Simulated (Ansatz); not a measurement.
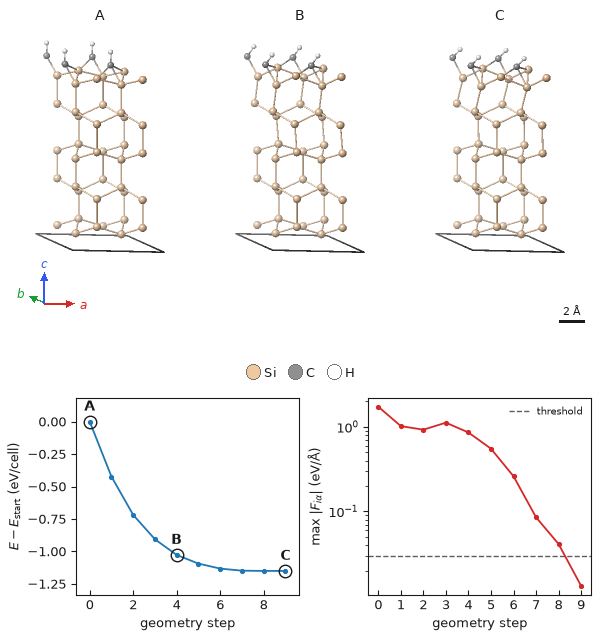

Frames of a constrained relaxation of a slab of composition Si₁₀HC (cut from the P6_3/mmc phase), marked on the history of the run. The picture is a ball-and-stick view of the 2 × 2 repeat of the cell, outlined in the plane, without the vacuum, seen slightly off an axis.

Case: CH put at a bridge Si-Si site. The slab is the (0 0 1) face of Si with CH on it. 5 atoms are held fixed.

Computed with DFT PBEsol, scalar-relativistic, plane waves, PAW (Ansatz 0.2.0). (plane-wave cutoff 420 eV; k-point mesh 9 × 9 × 1; occupations gaussian; smearing width 0.05 eV; collinear spin; dipole correction; atoms relaxed in a fixed cell; force threshold 0.03 eV/Å; at most 70 steps)

### What happens along the run?

After 9 geometry steps the energy has fallen by 1.150 eV per cell of the calculation. The largest force component goes from 1.7 to 0.013 eV/Å. The largest move is that of the H atom, 1.45 Å at 75° to the normal (−c side). Largest moves by element: H 1.45 Å, C 0.63 Å, Si 0.61 Å. The lattice vectors keep their values. Among the contacts that change: Si–Si 2.307 → 2.524 Å, C–Si 2.097 → 2.009 Å, Si–Si 2.401 → 2.318 Å, C–Si 1.885 → 1.934 Å. Among the angles between lasting bonds that change: Si–C–H 144.1° → 102.0°, Si–Si–Si 106.8° → 132.9°, Si–Si–Si 109.4° → 94.0°. From step 0 to 4: the H atom moves most (0.78 Å), energy −1.027 eV per cell of the calculation. From step 4 to 9: the H atom moves most (0.67 Å), energy −0.123 eV per cell of the calculation.

| step | E − E(0), meV/atom | largest force component, eV/Å |
| --- | --- | --- |
| 0 | 0.00 | 1.7308 |
| 1 | -35.31 | 1.0208 |
| 2 | -59.89 | 0.9257 |
| 3 | -75.53 | 1.1212 |
| 4 | -85.58 | 0.8585 |
| 5 | -91.13 | 0.5522 |
| 6 | -94.33 | 0.2608 |
| 7 | -95.67 | 0.0854 |
| 8 | -95.82 | 0.0412 |
| 9 | -95.84 | 0.0132 |

Limits of the set-up: the periodic images lie only 3.8 Å apart, so the values are limited by the cell's size.
